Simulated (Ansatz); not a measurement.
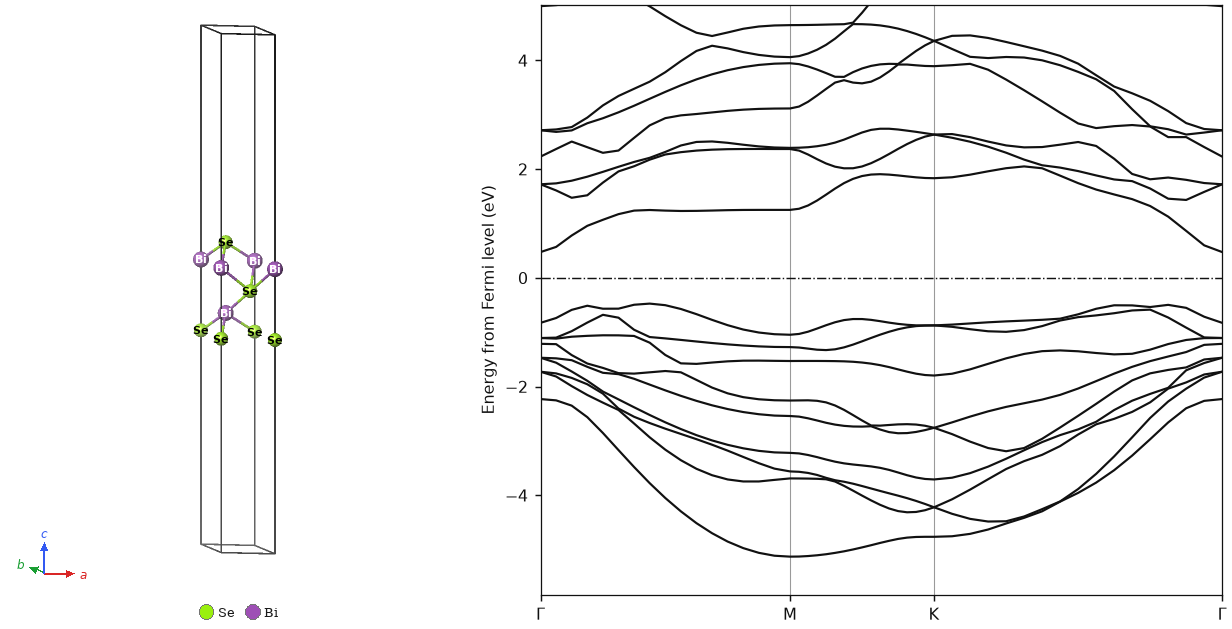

Band structure, beside the structure. Energies are counted from the Fermi level.

The Ansatz input:

```
crystal:
  lattice:
    - [4.1243401375, 0.0, 0.0]
    - [-2.0621700688, 3.5717833329, 0.0]
    - [0.0, 0.0, 39.9783334071]
  atoms:
    - { symbol: Se, position: [0.0, 0.0, 0.4120030193] }
    - { symbol: Bi, position: [0.3333333333, 0.6666666667, 0.4515270371] }
    - { symbol: Se, position: [0.6666666667, 0.3333333333, 0.5] }
    - { symbol: Bi, position: [0.0, 0.0, 0.5484729629] }
    - { symbol: Se, position: [0.3333333333, 0.6666666667, 0.5879969807] }
  periodic: [true, true, false]
basis:
  ecutwfc: 420
kpoints:
  mp_grid: { grid: [9, 9, 1] }
  band_path:
    path:
      - [0, 0, 0]
      - [0.5, 0, 0]
      - [0.3333333333333, 0.3333333333333, 0]
      - [0, 0, 0]
    npoints: 16
hamiltonian:
  xc: pbe
  dispersion: d3bj
scf:
  occupations: { method: gaussian, width: 0.02 }
output:
  forces: true
  stress: true
  eigenvalues: true
  populations: true
  dos: { projected: true, de: 0.02, nscf_kmesh: { grid: [18, 18, 1] } }
  bader: true
  write_density: true
  write_potential: true
  elf: true
  volumetric_format: npy
```

Run as:
```bash
ansatz run input.yaml --threads 8 --pin off --max-ram 14336MiB --backend cpu --events-out ev --progress --plain --runs-dir out
```

**Is there a gap? Give its size, its kind and where the band edges lie.**

A semiconductor. The gap along this path is 0.95 eV and indirect, from the valence-band top between Γ and M to the conduction-band bottom at Γ; the smallest direct gap is 1.30 eV, at Γ.

**How much do the top valence band and the lowest conduction band disperse along the path?**

The top valence band spans 0.6 eV and the lowest conduction band 1.6 eV.

Spin-orbit coupling is left out, which matters for Bi.
